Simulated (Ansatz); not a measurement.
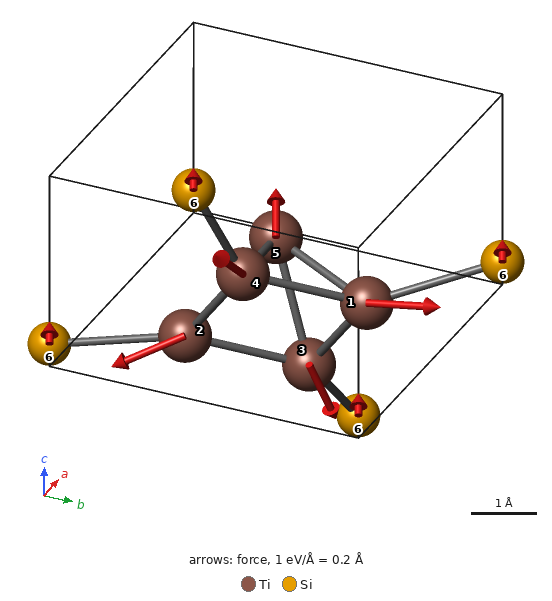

Starting geometry of solid Ti$_{5}$Si (a generated structure, set up in P4mm) (coarse preliminary run) with the computed forces as red arrows. A ball-and-stick model of the cell of the calculation, seen from a free direction.

Theory: DFT PBE, scalar-relativistic, plane waves, PAW (Ansatz 0.2.0). (plane-wave cutoff 420 eV; k-point mesh 4 × 4 × 6; occupations gaussian; smearing width 0.1 eV; no spin polarisation; cell and atoms relaxed; force threshold 0.04 eV/Å; at most 70 steps)

Question: Is this structure relaxed? If not, where do the atoms go?

Answer: It isn't relaxed: the largest force vector, on Ti atoms, is 6.28 eV/Å. The final displacements follow the starting forces only in part (cosine between the two patterns 0.77). The atom that moves furthest relative to the cell is Si6 (0.94 Å along +c). Largest moves by element: Si 0.94 Å, Ti 0.53 Å. The volume changes by +22.5 %, with a = b 5.260 → 6.381 Å (+21.3 %), c 3.384 → 2.817 Å (−16.8 %). Among the contacts that change: Ti1–Ti2 2.985 → 4.570 Å, Ti1–Si6 3.809 → 2.635 Å, Ti1–Ti3 2.110 → 3.231 Å, Ti1–Ti5 2.089 → 2.684 Å. New bonds form: Ti1–Si6 (3.81 → 2.64 Å), Ti2–Si6 (3.81 → 2.64 Å), Ti3–Si6 (3.81 → 2.64 Å), Ti4–Si6 (3.81 → 2.64 Å). Bonds break: Ti1–Ti3 (2.11 → 3.23 Å), Ti1–Ti4 (2.11 → 3.23 Å), Ti2–Ti3 (2.11 → 3.23 Å), Ti2–Ti4 (2.11 → 3.23 Å). Among the angles between lasting bonds that change: Ti1–Si6–Ti2 164.9° → 115.4°, Ti5–Ti2–Si6 135.3° → 179.3°, Ti5–Ti2–Ti5 96.6° → 63.3°. The space group (tolerance 0.01 Å) goes from P4mm (No. 99) to P4/mmm (No. 123). Over 14 accepted moves (17 points after the start) the energy falls by 2337 meV per atom. The largest force component goes from 4.4 to 0.0099 eV/Å. Pressure: 55.09 GPa at the start and 0.10 GPa at the end. The line search rejected the trial step at point 11 of the run. At 2 points the geometry stayed and the basis and grid were re-selected for the new cell (energy shift of 29.6 meV per atom at most each time). The run took 53 s on 1 thread of AMD EPYC 9R45 96-Core Processor (Zen 5) (shared host), peak memory 0.46 GiB.
